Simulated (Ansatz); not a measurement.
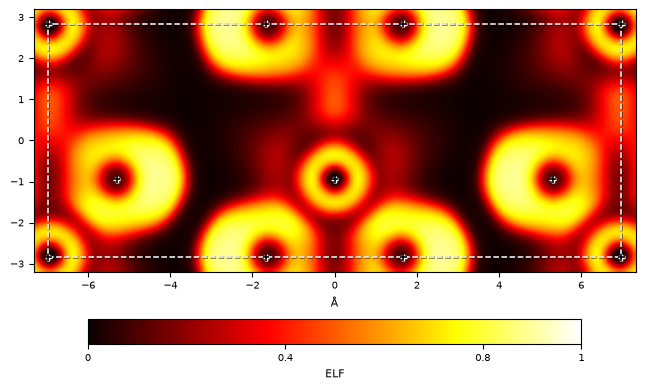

The ELF on a plane through atoms (crosses mark nuclei in the plane).

These are results of DFT PBEsol, scalar-relativistic, plane waves, PAW (Ansatz 0.2.0), not measurements.

Candidates:
A. MgF₂, a = 4.69 Å, b = 4.69 Å, c = 3.09 Å, α = 90.00°, β = 90.00°, γ = 90.00°. Space group P4₂/mnm; changed on purpose from its base cell (volume × 1.03, shape and atoms relaxed); computed pressure about −3 GPa in this cell.
B. Hf₃N₂, a = 3.19 Å, b = 3.19 Å, c = 23.12 Å, α = 90.00°, β = 90.00°, γ = 120.00°. Space group R-3m; a structure from a database of computed crystals, not necessarily the ambient phase.
C. WSe₂, a = 3.28 Å, b = 3.28 Å, c = 13.95 Å, α = 90.00°, β = 90.00°, γ = 120.00°. Space group P6₃/mmc; changed on purpose from its base cell (volume × 1.06, shape and atoms relaxed).

Q: Which candidate gave the map?

A: Candidate C: WSe₂ on the (110) plane of the conventional cell, which holds W and Se. W–Se (2.53 Å): the ELF is about 0.55 at the midpoint.
